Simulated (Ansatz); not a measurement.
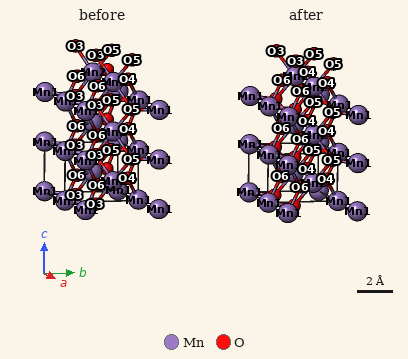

The structure of a crystal of MnO2 (a generated structure, set up in P1) before (left) and after (right) a relaxation, at one scale.

A ball-and-stick model of the cell of the calculation, repeated 2 × 1 × 3 with one cell outlined, seen slightly off an axis.

The start is a distorted structure.

Level of theory: Ansatz, DFT, PAW plane waves, r2SCAN. Set-up: plane-wave cutoff 500 eV; k-point mesh 4 × 4 × 6; occupations fermi dirac; smearing width 0.0101 eV; mesh shifted by (0, 0.5, 0); collinear spin; cell and atoms relaxed; at most 60 steps.

Describe what moved and what it gained.

Answer. After 4 accepted moves (5 points after the start) the energy has fallen by 8.3 meV per atom. With the target pressure of 20 GPa, the enthalpy E + pV changes by −83.1 meV per atom. Largest force component: 1.5 eV/Å at the start, 0.001 eV/Å at the end. Pressure: 3.22 GPa at the start and 20.04 GPa at the end. The SCF was repeated once at an unchanged geometry on a basis and grid sized afresh for the cell, which shifted the energy by 0.7 meV per atom at most. The atom that moves furthest relative to the cell is O3 (0.23 Å along [2 −3 0]). Largest moves by element: O 0.23 Å, Mn 0.07 Å. Cell: a 4.346 → 4.392 Å (+1.1 %), b 4.350 → 4.144 Å (−4.7 %), c 2.890 → 2.801 Å (−3.1 %), α 91.0° → 90.0°, β 88.9° → 90.0°, γ 87.9° → 90.0°. Volume −6.6 %. Some distances before and after: Mn1–O3 1.981 → 1.841 Å, Mn1–O6 1.954 → 1.842 Å, Mn1–O4 1.914 → 1.842 Å, Mn1–O6 (another image) 1.781 → 1.842 Å. Bond angles that change, for instance: Mn1–O5–Mn2 135.7° → 129.3°, O3–Mn1–O5 174.2° → 180.0°, O3–Mn2–O4 83.9° → 89.6°. The space group (tolerance 0.01 Å) goes from P1 (No. 1) to Pnnm (No. 58). The run took roughly 7 core-minutes on a shared host.
